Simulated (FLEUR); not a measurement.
## CaO: 5 runs along one coordinate

System: CaO (2 atoms in the cell).
Method: Kohn-Sham DFT of a periodic cell, RPBE, all-electron, no spin polarisation (FLEUR MaX-R8.1 (later development tree)).

The 5 runs differ only in the geometry, by an even scaling of the cell at fixed fractional positions. The structure derives from a Materials Project entry.

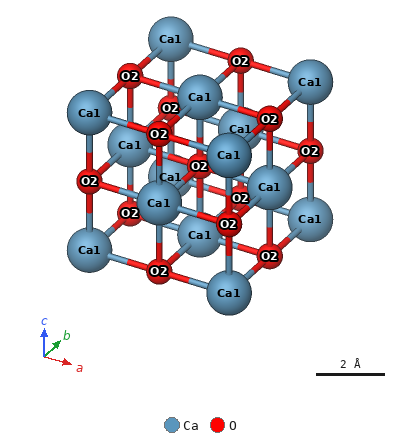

Figure 1. The structure of run 3 (ball-and-stick view of the cell 4 times as large as that of the calculation, set on its symmetry axes, seen at an oblique angle; atoms are numbered from 1 in the order of the input).

### Input of run 3
```
<?xml version="1.0" encoding="UTF-8" standalone="no"?>
<fleurInput fleurInputVersion="0.39">
   <comment>
      CaO                                                                                                 
   </comment>
   <calculationSetup>
      <cutoffs Kmax="4.24" Gmax="13.2" GmaxXC="13.2" numbands="0"/>
      <scfLoop itmax="60" minDistance="0.00001" maxIterBroyd="15" imix="Anderson" alpha="0.05" precondParam="0.0" spinf="2.0" sdNocoIR="T"/>
      <coreElectrons ctail="T" frcor="F" kcrel="0" coretail_lmax="0"/>
      <xcFunctional name="Rpbe" relativisticCorrections="F"/>
      <magnetism jspins="1"/>
      <soc l_soc="F" theta="0.0" phi="0.0" spav="F"/>
      <expertModes spex="0" secvar="F"/>
      <geometryOptimization l_f="F" forcealpha="1.0" forcemix="BFGS" epsdisp="0.00001" epsforce="0.00001"/>
      <ldaU l_linMix="F" mixParam="0.05" spinf="1.0"/>
   </calculationSetup>
   <cell>
      <bzIntegration valenceElectrons="16.0" mode="hist" fermiSmearingEnergy="0.00183747">
         <kPointListSelection listName="default-1"/>
         <!-- k-points included here -->
         <xi:include xmlns:xi="http://www.w3.org/2001/XInclude" href="kpts.xml"> </xi:include>
      </bzIntegration>
      <!-- symmetry operations included here -->
      <xi:include xmlns:xi="http://www.w3.org/2001/XInclude" href="sym.xml"> </xi:include>
      <bulkLattice scale="1.0000000000">
         <bravaisMatrix>
            <row-1>    0.0000000000000000     4.5420619906623356     4.5420619906623356</row-1>
            <row-2>    4.5420619906623356     0.0000000000000000     4.5420619906623356</row-2>
            <row-3>    4.5420619906623356     4.5420619906623356     0.0000000000000000</row-3>
         </bravaisMatrix>
      </bulkLattice>
   </cell>
   <atomSpecies>
      <species name="Calcium (Ca)" element="Ca" atomicNumber="20">
         <mtSphere radius="2.31" gridPoints="787" logIncrement="0.015"/>
         <atomicCutoffs lmax="10" lnonsphr="8"/>
         <electronConfig flipSpins="F">
            <coreConfig>(1s1/2) (2s1/2) (2p1/2) (2p3/2)</coreConfig>
            <valenceConfig>(3s1/2) (3p1/2) (3p3/2) (4s1/2)</valenceConfig>
         </electronConfig>
         <energyParameters s="4" p="3" d="3" f="4"/>
         <lo type="SCLO" l="0" n="3" eDeriv="0"/>
         <lo type="HELO" l="1" n="4" eDeriv="0"/>
         <lo type="HELO" l="1" n="4" eDeriv="1"/>
         <lo type="SCLO" l="2" n="3" eDeriv="2"/>
         <lo type="SCLO" l="3" n="4" eDeriv="2"/>
      </species>
      <species name="Oxygen (O)" element="O" atomicNumber="8">
         <mtSphere radius="1.77" gridPoints="603" logIncrement="0.018"/>
         <atomicCutoffs lmax="8" lnonsphr="6"/>
         <electronConfig flipSpins="F">
            <coreConfig>(1s1/2)</coreConfig>
            <valenceConfig>(2s1/2) (2p1/2) (2p3/2)</valenceConfig>
            <stateOccupation state="(2p1/2)" spinUp="0.666667" spinDown="0.666667"/>
            <stateOccupation state="(2p3/2)" spinUp="1.333333" spinDown="1.333333"/>
         </electronConfig>
         <energyParameters s="2" p="2" d="3" f="4"/>
         <lo type="SCLO" l="0" n="2" eDeriv="2"/>
         <lo type="SCLO" l="1" n="2" eDeriv="2"/>
         <lo type="SCLO" l="2" n="3" eDeriv="2"/>
      </species>
   </atomSpecies>
   <atomGroups>
      <atomGroup species="Calcium (Ca)">
         <relPos label="                   1">.0000000000 .0000000000 .0000000000</relPos>
         <force calculate="T" relaxXYZ="TTT"/>
      </atomGroup>
      <atomGroup species="Oxygen (O)">
         <relPos label="                   2">1.000/2.000 1.000/2.000 1.000/2.000</relPos>
         <force calculate="T" relaxXYZ="TTT"/>
      </atomGroup>
   </atomGroups>
   <output dos="F" band="F" slice="F">
      <checks vchk="F" cdinf="F"/>
      <bandDOS minEnergy="-.5*Htr" maxEnergy="0.5*Htr" sigma="0.015" storeEVData="T"/>
      <vacuumDOS vacdos="F" integ="F" star="F" nstars="0" locx1="0.0" locy1="0.0" locx2="0.0" locy2="0.0" nstm="0" tworkf="0.0"/>
      <unfoldingBand unfoldBand="F" supercellX="1" supercellY="1" supercellZ="1"/>
      <plotting iplot="0" polar="F">
         <plot TwoD="T" vec1="  1.0  0.0  0.0" vec2="  0.0  1.0  0.0" vec3="  0.0  0.0  1.0" zero="  0.0  0.0  0.0" file="plot"/>
      </plotting>
      <chargeDensitySlicing numkpt="0" minEigenval="0.0" maxEigenval="0.0" nnne="0" pallst="F"/>
      <specialOutput eonly="F"/>
      <moessbauerParams electricFieldGradient="T" isomerShift="T" coreHyperfine="T" valenceHyperfine="T"/>
      <magneticCircularDichroism mcd="F" energyLo="-10.0" energyUp="0.0"/>
   </output>
  <!-- We include the file relax.xml here to enable relaxations (see documentation) -->
  <xi:include xmlns:xi="http://www.w3.org/2001/XInclude" href="relax.xml"> <xi:fallback/> </xi:include>
</fleurInput>
```

Command:
```bash
inpgen -f crystal.txt -profile fastHighL; fleur_MPI
```

Run 2 has the same physical settings and fractional positions; its lattice vectors (Å) are:
```
   0.000000    2.371071    2.371071
   2.371071    0.000000    2.371071
   2.371071    2.371071    0.000000
```

### Results, with one run withheld

| run | volume per atom (Å³) | free energy per atom, from the lowest run given (meV) | gap on the mesh (eV) |
| --- | --- | --- | --- |
| 1 | 13.052 | 59.48 | 3.91 |
| 2 | 13.330 | ? | ? |
| 3 | 13.886 | 11.32 | 3.93 |
| 4 | 14.441 | 0.43 | 3.93 |
| 5 | 14.719 | 0.00 | 3.93 |

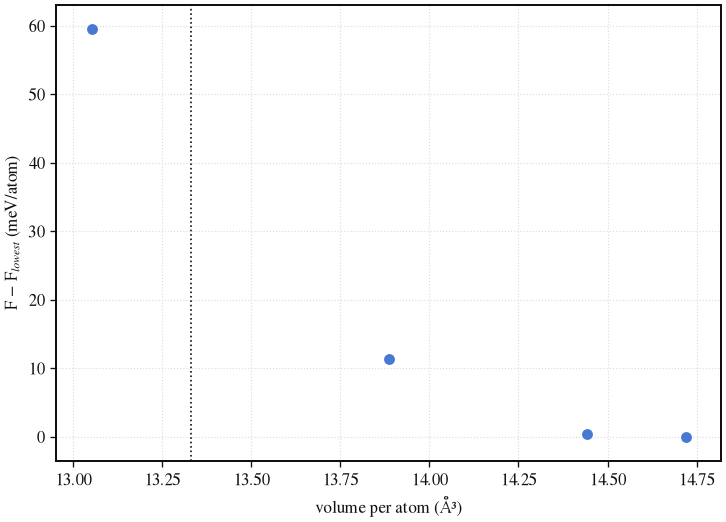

Figure 2. Free energy per atom of the runs given; the dotted line marks run 2.

What should run 2 give?

A quadratic polynomial in V^(−2/3) (the Birch–Murnaghan form), fitted to the 4 runs given, misses them by at most 0.07 meV per atom. With x = V^(−2/3) − 0.17215 Å⁻², it reads F = 7.8648 + 3368.6 x + 3.5113e+05 x² (meV per atom). At run 2 it gives 38.65 meV per atom, and the run itself gives 38.68. The fit has its minimum at 14.607 Å³ per atom, where V d²F/dV² gives 95.9 GPa: the bulk modulus at this level, since symmetry fixes the shape and the positions.

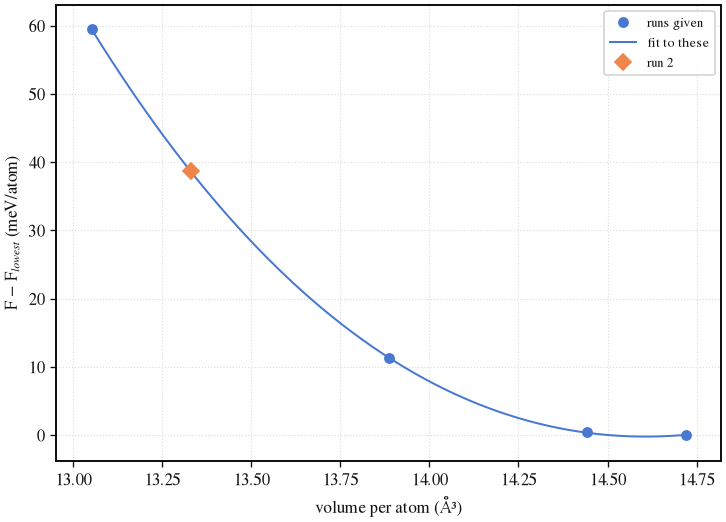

Figure 3. The fit and the withheld run.

### Output (run 2)
```
Welcome to FLEUR        (www.flapw.de)
      MaX-Release 8.1          (www.max-centre.eu)

 ========== k-point set info ==========
 Selected k-point list: default-1
 k-point list type: mesh
 10 x 10 x 10
 Number of k points: 47

 ------------Calculation Setup---------------------------
 Number of MPI-tasks      :            1
 Number of PE/node        :            1
 Number of OMP-threads    :            1
 Most efficient MPI parallelization for:
           1          47
 Additional eigenvalue parallelization possible
 Number of basis functions:          329
 Approximate size of matrices (H+S) per k-point:         0.002 GB
 --------------------------------------------------------

 Iteration:     1   Distance:      21.99153010 me/bohr^3

 Iteration:     2   Distance:      18.39375128 me/bohr^3

 Iteration:     3   Distance:       6.14413252 me/bohr^3

 Iteration:     4   Distance:       7.57794055 me/bohr^3

 Iteration:     5   Distance:       1.37836616 me/bohr^3

 Iteration:     6   Distance:       2.25769716 me/bohr^3

 Iteration:     7   Distance:       0.42009821 me/bohr^3

 Iteration:     8   Distance:       0.39269826 me/bohr^3

 Iteration:     9   Distance:       0.04735119 me/bohr^3

 Iteration:    10   Distance:       0.04505307 me/bohr^3

 Iteration:    11   Distance:       0.01194818 me/bohr^3

 Iteration:    12   Distance:       0.00186585 me/bohr^3

 Iteration:    13   Distance:       0.00229186 me/bohr^3

 Iteration:    14   Distance:       0.00015333 me/bohr^3

 Iteration:    15   Distance:       0.00017094 me/bohr^3

 Iteration:    16   Distance:       0.00014329 me/bohr^3

 Iteration:    17   Distance:       0.00003378 me/bohr^3

 Iteration:    18   Distance:       0.00001672 me/bohr^3

 Iteration:    19   Distance:       0.00000260 me/bohr^3

 ********************************************************************
 Run finished successfully
 Stop message:
   all done
 ********************************************************************
```
